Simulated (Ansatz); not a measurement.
# Run report: GaP, geometry relaxation (part 1 of 3)

- system: GaP (slab, 12 atoms in the cell)
- method: DFT PBE, scalar-relativistic, plane waves, PAW, no spin polarisation (Ansatz 0.2.0)

The structure derives from an entry of the Crystallography Open Database. It belongs to a series of runs on one base structure; here: (1 1 0) slab, atoms relaxed. Figures and captions count atoms from 1; the log counts them from 0 in places.

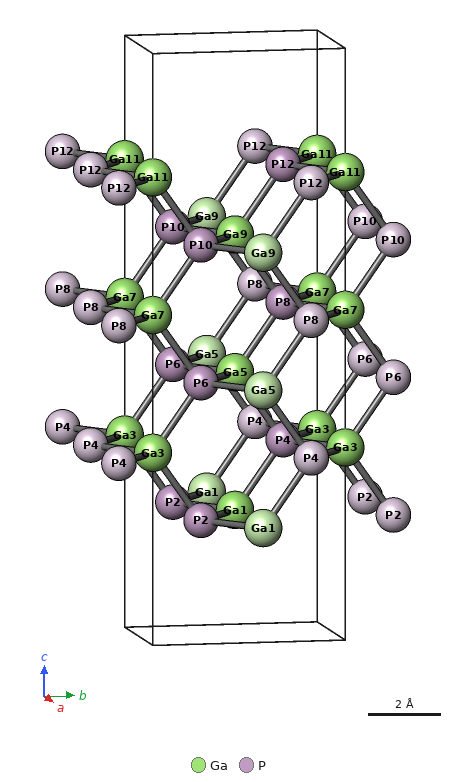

*The structure as given in the input (ball-and-stick view of the cell of the calculation, with the vacuum cut short, seen slightly off an axis; neighbours outside the cell are drawn fainter; atoms are numbered from 1 in the order of the input). An atom can appear more than once, as a periodic image.*

### The input
```yaml
crystal:
  lattice:
    - [3.8926748908, 0.0, 0.0]
    - [0.0, 5.5050736245, 0.0]
    - [0.0, 0.0, 24.731687227]
  atoms:
    - { symbol: Ga, position: [0.5, 0.5, 0.3032546842] }
    - { symbol: P, position: [0.0, 0.25, 0.3032546842] }
    - { symbol: Ga, position: [0.0, 0.0, 0.3819528105] }
    - { symbol: P, position: [0.5, 0.75, 0.3819528105] }
    - { symbol: Ga, position: [0.5, 0.5, 0.4606509368] }
    - { symbol: P, position: [0.0, 0.25, 0.4606509368] }
    - { symbol: Ga, position: [0.0, 0.0, 0.5393490632] }
    - { symbol: P, position: [0.5, 0.75, 0.5393490632] }
    - { symbol: Ga, position: [0.5, 0.5, 0.6180471895] }
    - { symbol: P, position: [0.0, 0.25, 0.6180471895] }
    - { symbol: Ga, position: [0.0, 0.0, 0.6967453158] }
    - { symbol: P, position: [0.5, 0.75, 0.6967453158] }
basis:
  ecutwfc: 420
kpoints:
  mp_grid: { grid: [7, 5, 1] }
hamiltonian:
  xc: pbe
scf:
  occupations: { method: gaussian, width: 0.05 }
output:
  forces: true
  eigenvalues: true
  write_density: true
  write_potential: true
  elf: true
  volumetric_format: npy
relax:
  adjacent_minimum: "off"
  f_tol: 0.02
  max_steps: 60
efield:
  axis: 3
  dipole_correction: true
  ramp_width: 0.04
```

Hardware: 1 thread of AMD EPYC (Zen 3), 192 GiB of memory available, shared host.

Launch command:
```bash
ansatz run input.yaml --threads 1 --pin off --max-ram 2560MiB --backend cpu --events-out ev --progress --plain --runs-dir out
```

### Log
```
Engine: ansatz 0.2.0, x86_64-unknown-linux-gnu
Pseudopotentials: kind: paw
Pseudopotential: Ga, paw, valence charge 13, recommended cutoff 420 eV (normal), Ga.paw.azcp
Pseudopotential: P, paw, valence charge 5, recommended cutoff 420 eV (normal), P.paw.azcp
Functional definition: PBE
  parameter kappa = 0.804
  parameter beta = 0.06672455060314922
  exchange = pbe_x(kappa = kappa, mu = beta*pi^2/3)
  correlation = pbe_c(beta = beta)
Crystal: 12 atoms, lattice volume = 529.987 Å³
Basis set: ecut = 420 eV, 10393 PW (Γ), exchange–correlation on 54×80×360 points (8 copies of the dense FFT grid, shifted against one another)
Bands: 66, of which v1, the nominal top of the filled ones, is band 54 counted from 1 (53 counted from 0)
Symmetry: 2 space group operations
k-points: 12 of 35 (time reversal used)
Non-local potential: Ga, projectors of the file, l = 0: 2, l = 1: 2, l = 2: 3, l = 3: 1
Non-local potential: P, projectors of the file, l = 0: 2, l = 1: 2, l = 2: 2
PAW form: soft (Blöchl's): semilocal exchange-correlation on the pseudo side does not see the compensation charge
PAW one-centre angular grid: Ga, 590 points (default); XC on 64 Gauss nodes
PAW one-centre angular grid: P, 110 points (default); XC on 64 Gauss nodes
Initial density: superposition of atomic densities (neutral atoms: chi_scale 0, normalization atom), corrected by the library's trained network
Initial wavefunctions: pseudopotential atomic-orbital guess
Functional: x = pbe(κ = 0.804, μ = 0.2195149727645171), c = pbe(β = 0.06672455060314922)
SCF iter   1: F=—  HF=-27234.001287 eV  |F-HF|=—  |Δ(HF+E_count)|=         —  Δρ=2.13e-3  dr2=5.32e-2  ethr=1.77e-3  p=0.000 e·Å  D=9.14e-14 V/Å  ΔV_dip=-0.00 eV  dr2_dipole=3.82e-10  V_vac-E_F(+/−)=4.63/4.63 eV  ⟨swp⟩=9.2  Hψ=3910  notcnv=0  defer=19
efield: sawtooth ramp at fractional position 0.9800 (placed from the atoms, in the widest stretch of the axis that holds none; the zero of the levels goes with the place), width 0.0400; the density the first Hamiltonian is built on has a dipole p = 0.000 e·Å; the dipole correction subtracts the counter field D = 9.14e-14 V/Å, which shifts the + side's vacuum level by -0.00 eV against the − side's; the planar-averaged density in the ramp window peaks in size at 3.2e-6 e/Å³
preconditioner: auto → Resta (q_TF=auto, 2.093 Å⁻¹)  ε∞=2.6  [insulator: Δε(μ)=0.703 eV  Ē_g=13.418 eV  σ=0.050 eV  W_gap=1.00  n_scr=84 (ndim 8)  ℏωp=16.8 eV  f_vac=0.480  D(μ)=0.00/eV (n_scr^D=0)  ε∞_Penn≈2.6  vacuum switching on, ρ_ref=1.3e-2 e/Å³]
SCF iter   2: F=—  HF=-27233.987507 eV  |F-HF|=—  |Δ(HF+E_count)|=   1.38e-2  Δρ=1.00e-3  dr2=9.54e-3  ethr=4.93e-5  p=0.000 e·Å  D=4.96e-6 V/Å  ΔV_dip=-0.00 eV  dr2_dipole=1.77e-8  V_vac-E_F(+/−)=4.65/4.65 eV  ⟨swp⟩=2.2  Hψ=1597  notcnv=0  defer=68
SCF iter   3: F=—  HF=-27233.987560 eV  |F-HF|=—  |Δ(HF+E_count)|=   5.23e-5  Δρ=4.94e-4  dr2=4.29e-3  ethr=8.83e-6  p=-0.000 e·Å  D=-1.74e-5 V/Å  ΔV_dip=0.00 eV  dr2_dipole=1.26e-7  V_vac-E_F(+/−)=4.61/4.61 eV  ⟨swp⟩=2.0  Hψ=1306  notcnv=0  defer=68
SCF iter   4: F=—  HF=-27233.987810 eV  |F-HF|=—  |Δ(HF+E_count)|=   2.50e-4  Δρ=2.30e-4  dr2=9.81e-4  ethr=3.98e-6  p=0.000 e·Å  D=3.95e-5 V/Å  ΔV_dip=-0.00 eV  dr2_dipole=7.59e-7  V_vac-E_F(+/−)=4.63/4.63 eV  ⟨swp⟩=2.0  Hψ=864  notcnv=0  defer=68
SCF iter   5: F=—  HF=-27233.987922 eV  |F-HF|=—  |Δ(HF+E_count)|=   1.12e-4  Δρ=9.00e-5  dr2=8.42e-5  ethr=9.08e-7  p=-0.000 e·Å  D=-1.00e-4 V/Å  ΔV_dip=0.00 eV  dr2_dipole=4.76e-6  V_vac-E_F(+/−)=4.62/4.62 eV  ⟨swp⟩=3.0  Hψ=1469  notcnv=0  defer=69
SCF iter   6: F=—  HF=-27233.987952 eV  |F-HF|=—  |Δ(HF+E_count)|=   3.02e-5  Δρ=3.96e-5  dr2=5.14e-5  ethr=7.80e-8  p=0.001 e·Å  D=2.70e-4 V/Å  ΔV_dip=-0.01 eV  dr2_dipole=3.48e-5  V_vac-E_F(+/−)=4.62/4.63 eV  ⟨swp⟩=2.0  Hψ=1308  notcnv=0  defer=71
SCF iter   7: F=—  HF=-27233.987955 eV  |F-HF|=—  |Δ(HF+E_count)|=   3.08e-6  Δρ=2.86e-5  dr2=3.16e-5  ethr=4.76e-8  p=-0.001 e·Å  D=-2.17e-4 V/Å  ΔV_dip=0.01 eV  dr2_dipole=2.23e-5  V_vac-E_F(+/−)=4.63/4.62 eV  ⟨swp⟩=2.0  Hψ=844  notcnv=0  defer=71
iter 8 did not close the SCF: its close was put off until two iterations running show no level that it waits for move by more than its bar (scf_convergence_deferred on its scf_iter line)
SCF iter   8: F=-27233.987947 eV  HF=-27233.987955 eV  |F-HF|=8.44e-6  |Δ(HF+E_count)|=   6.16e-7  Δρ=1.47e-5  dr2=6.52e-6  ethr=9.26e-9  p=-0.000 e·Å  D=-9.52e-5 V/Å  ΔV_dip=0.00 eV  dr2_dipole=4.31e-6  V_vac-E_F(+/−)=4.62/4.62 eV  ⟨swp⟩=20.2  Hψ=7866  notcnv=0
SCF iter   9: F=-27233.987956 eV  HF=-27233.987956 eV  |F-HF|=4.28e-7  |Δ(HF+E_count)|=   8.91e-7  Δρ=4.59e-6  dr2=4.49e-7  ethr=6.04e-9  p=-0.000 e·Å  D=-2.41e-5 V/Å  ΔV_dip=0.00 eV  dr2_dipole=2.69e-7  V_vac-E_F(+/−)=4.62/4.62 eV  ⟨swp⟩=11.2  Hψ=6250  notcnv=0
SCF 1 converged in 9 iterations: F = -27233.987956 eV  dr2 = 4.49e-7
  greatest PAW one-centre occupation: 0.995 electrons in one spin orbital (limit 2), on the Ga atom at site 0 (counted from 0), in its partial waves of l = 2
relax step   1: F+E_penalty+E_count = -27233.98795589 eV  Δ(F+E_penalty+E_count) = +0.000e0 eV  max|allowed force component| = 1.408e0 eV/Å  Δτ_max = 0.0000 Å  (9 SCF iters, dr2 threshold 1.00e-5 eV, accepted)
Initial density: handed on by an earlier stage of this run
Initial wavefunctions: those handed on with the density
iter 1 solved again at ethr=8.30e-5 eV; its pass at ethr=3.10e-3 eV (dr2=8.97e-2 eV) is discarded
SCF iter   1: F=—  HF=-27234.906758 eV  |F-HF|=—  |Δ(HF+E_count)|=         —  Δρ=6.12e-3  dr2=9.01e-2  ethr=8.30e-5  p=-0.000 e·Å  D=-2.41e-5 V/Å  ΔV_dip=0.00 eV  dr2_dipole=1.40e-7  V_vac-E_F(+/−)=4.42/4.42 eV  ⟨swp⟩=1.9  Hψ=3080  notcnv=0  defer=68
efield: sawtooth ramp at fractional position 0.9800 (handed on by an earlier solve), width 0.0400; the density the first Hamiltonian is built on has a dipole p = -0.000 e·Å; the dipole correction subtracts the counter field D = -2.41e-5 V/Å, which shifts the + side's vacuum level by +0.00 eV against the − side's; the planar-averaged density in the ramp window peaks in size at 7.2e-7 e/Å³
preconditioner: auto → Resta (q_TF=auto, 2.093 Å⁻¹)  ε∞=2.5  [insulator: Δε(μ)=1.232 eV  Ē_g=13.485 eV  σ=0.050 eV  W_gap=1.00  n_scr=84 (ndim 8)  ℏωp=16.8 eV  f_vac=0.485  D(μ)=0.00/eV (n_scr^D=0)  ε∞_Penn≈2.5  vacuum switching on, ρ_ref=1.3e-2 e/Å³]
SCF iter   2: F=—  HF=-27234.895290 eV  |F-HF|=—  |Δ(HF+E_count)|=   1.15e-2  Δρ=2.96e-3  dr2=2.23e-2  ethr=8.30e-5  p=0.000 e·Å  D=3.92e-5 V/Å  ΔV_dip=-0.00 eV  dr2_dipole=2.94e-7  V_vac-E_F(+/−)=4.48/4.48 eV  ⟨swp⟩=2.2  Hψ=1033  notcnv=0  defer=68
SCF iter   3: F=—  HF=-27234.896082 eV  |F-HF|=—  |Δ(HF+E_count)|=   7.92e-4  Δρ=4.52e-4  dr2=8.35e-3  ethr=2.06e-5  p=-0.001 e·Å  D=-2.18e-4 V/Å  ΔV_dip=0.01 eV  dr2_dipole=1.02e-5  V_vac-E_F(+/−)=4.61/4.61 eV  ⟨swp⟩=2.0  Hψ=1017  notcnv=0  defer=68
SCF iter   4: F=—  HF=-27234.895339 eV  |F-HF|=—  |Δ(HF+E_count)|=   7.43e-4  Δρ=2.28e-4  dr2=1.35e-3  ethr=7.73e-6  p=0.001 e·Å  D=2.19e-4 V/Å  ΔV_dip=-0.01 eV  dr2_dipole=1.01e-5  V_vac-E_F(+/−)=4.56/4.57 eV  ⟨swp⟩=2.0  Hψ=905  notcnv=0  defer=68
SCF iter   5: F=-27234.895259 eV  HF=-27234.895275 eV  |F-HF|=1.54e-5  |Δ(HF+E_count)|=   6.47e-5  Δρ=9.01e-5  dr2=6.41e-5  ethr=9.26e-8  p=-0.001 e·Å  D=-2.16e-4 V/Å  ΔV_dip=0.01 eV  dr2_dipole=1.00e-5  V_vac-E_F(+/−)=4.58/4.58 eV  ⟨swp⟩=21.9  Hψ=10087  notcnv=0
SCF 2 converged in 5 iterations: F = -27234.895259 eV  dr2 = 6.41e-5
relax step   2: F+E_penalty+E_count = -27234.89525907 eV  Δ(F+E_penalty+E_count) = -9.073e-1 eV  max|allowed force component| = 9.444e-1 eV/Å  Δτ_max = 0.1948 Å  (5 SCF iters, dr2 threshold 1.00e-4 eV, accepted)
SCF iter   1: F=—  HF=-27235.284901 eV  |F-HF|=—  |Δ(HF+E_count)|=         —  Δρ=5.70e-3  dr2=7.24e-2  ethr=6.53e-4  p=-0.001 e·Å  D=-2.16e-4 V/Å  ΔV_dip=0.01 eV  dr2_dipole=1.18e-5  V_vac-E_F(+/−)=4.50/4.49 eV  ⟨swp⟩=5.4  Hψ=2581  notcnv=0  defer=57
efield: sawtooth ramp at fractional position 0.9800 (handed on by an earlier solve), width 0.0400; the density the first Hamiltonian is built on has a dipole p = -0.001 e·Å; the dipole correction subtracts the counter field D = -2.16e-4 V/Å, which shifts the + side's vacuum level by +0.01 eV against the − side's; the planar-averaged density in the ramp window peaks in size at 4.8e-6 e/Å³
preconditioner: auto → Resta (q_TF=auto, 2.093 Å⁻¹)  ε∞=2.5  [insulator: Δε(μ)=1.372 eV  Ē_g=13.504 eV  σ=0.050 eV  W_gap=1.00  n_scr=84 (ndim 8)  ℏωp=16.8 eV  f_vac=0.490  D(μ)=0.00/eV (n_scr^D=0)  ε∞_Penn≈2.5  vacuum switching on, ρ_ref=1.3e-2 e/Å³]
SCF iter   2: F=—  HF=-27235.278967 eV  |F-HF|=—  |Δ(HF+E_count)|=   5.93e-3  Δρ=2.77e-3  dr2=2.04e-2  ethr=6.71e-5  p=0.001 e·Å  D=3.76e-4 V/Å  ΔV_dip=-0.01 eV  dr2_dipole=1.87e-5  V_vac-E_F(+/−)=4.53/4.54 eV  ⟨swp⟩=2.1  Hψ=1084  notcnv=0  defer=65
SCF iter   3: F=—  HF=-27235.281109 eV  |F-HF|=—  |Δ(HF+E_count)|=   2.14e-3  Δρ=5.19e-4  dr2=1.03e-2  ethr=1.89e-5  p=-0.005 e·Å  D=-1.84e-3 V/Å  ΔV_dip=0.05 eV  dr2_dipole=6.36e-4  V_vac-E_F(+/−)=4.69/4.65 eV  ⟨swp⟩=2.0  Hψ=1447  notcnv=0  defer=65
SCF iter   4: F=—  HF=-27235.279826 eV  |F-HF|=—  |Δ(HF+E_count)|=   1.28e-3  Δρ=2.19e-4  dr2=1.09e-3  ethr=9.55e-6  p=0.004 e·Å  D=1.23e-3 V/Å  ΔV_dip=-0.03 eV  dr2_dipole=2.47e-4  V_vac-E_F(+/−)=4.60/4.63 eV  ⟨swp⟩=2.0  Hψ=881  notcnv=0  defer=65
SCF iter   5: F=—  HF=-27235.279838 eV  |F-HF|=—  |Δ(HF+E_count)|=   1.22e-5  Δρ=1.23e-4  dr2=2.78e-4  ethr=1.01e-6  p=-0.003 e·Å  D=-8.68e-4 V/Å  ΔV_dip=0.02 eV  dr2_dipole=1.50e-4  V_vac-E_F(+/−)=4.64/4.62 eV  ⟨swp⟩=2.0  Hψ=917  notcnv=0  defer=65
SCF iter   6: F=-27235.279791 eV  HF=-27235.279818 eV  |F-HF|=2.74e-5  |Δ(HF+E_count)|=   2.03e-5  Δρ=5.92e-5  dr2=3.59e-5  ethr=5.16e-8  p=0.001 e·Å  D=2.71e-4 V/Å  ΔV_dip=-0.01 eV  dr2_dipole=8.97e-6  V_vac-E_F(+/−)=4.63/4.64 eV  ⟨swp⟩=21.3  Hψ=9486  notcnv=0
SCF 3 converged in 6 iterations: F = -27235.279791 eV  dr2 = 3.59e-5
  Residual-converged pass: ⟨swp⟩=1.1  Hψ=841  notcnv=0  max |occ|·‖R‖ = 7.0e-9 eV (tolerance 1.0e-8 eV)  dr2=3.59e-5  dr2_onsite=2.43e-6  max |Δocc| = 1.0e-88
  greatest PAW one-centre occupation: 0.995 electrons in one spin orbital (limit 2), on the Ga atom at site 10 (counted from 0), in its partial waves of l = 2
relax step   3: F+E_penalty+E_count = -27235.27979050 eV  Δ(F+E_penalty+E_count) = -3.845e-1 eV  max|allowed force component| = 3.023e-1 eV/Å  Δτ_max = 0.1949 Å  (6 SCF iters, dr2 threshold 5.57e-5 eV, accepted)
```
